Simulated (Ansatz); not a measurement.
Consider WSe.

```cif
data_structure
_symmetry_space_group_name_H-M 'P 1'
_symmetry_Int_Tables_number 1
_cell_length_a 4.0602
_cell_length_b 4.0602
_cell_length_c 5.7420
_cell_angle_alpha 90.000
_cell_angle_beta 90.000
_cell_angle_gamma 90.000
_cell_volume 94.66
loop_
_atom_site_label
_atom_site_type_symbol
_atom_site_fract_x
_atom_site_fract_y
_atom_site_fract_z
_atom_site_occupancy
W1 W 0.00000 0.00000 0.00000 1
Se1 Se 0.00000 0.00000 0.50000 1
W2 W 0.50000 0.50000 0.50000 1
Se2 Se 0.50000 0.50000 0.00000 1
```

Space group Fm-3m; started from the rock salt prototype, which need not be the ambient phase; Hubbard U of 6.2 eV on W d only; the program warned that a lower state may break the symmetry; spin-polarised.

Theory: DFT PBE+U, scalar-relativistic, plane waves, PAW (Ansatz 0.2.0).

> What will maps of the valence pseudo-density, electron localisation function and spin density show?

W–Se (2.87 Å): ρ is about 0.29 e/Å³ halfway; the ELF is about 0.40 at the midpoint.
The spin density sits on W: +3.1 μB and −3.1 μB in one cell of 4 atoms, with smaller moments on Se (±0.09 μB): antiferromagnetic in this solution, which needn't be the ground state, with some nearest magnetic neighbours parallel and some opposed. The cell of the calculation (4 atoms) carries 0.0 μB of net spin moment.

> Metal or insulator at this level of theory?

It is metallic or semimetallic at this level of theory: no gap opens; semilocal functionals without U, or without the true magnetic order, often close the gap of such compounds.

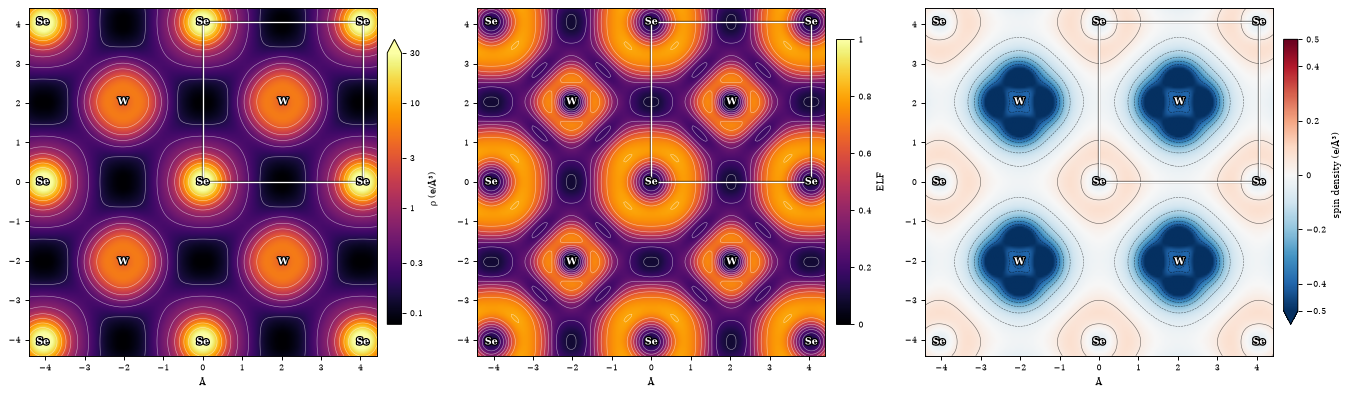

Computed valence pseudo-density, electron localisation function and spin density on the (001) plane of the cell of the magnetic structure, in this order. 

In a PAW calculation such maps are meaningful between the atoms, not at the nuclei.
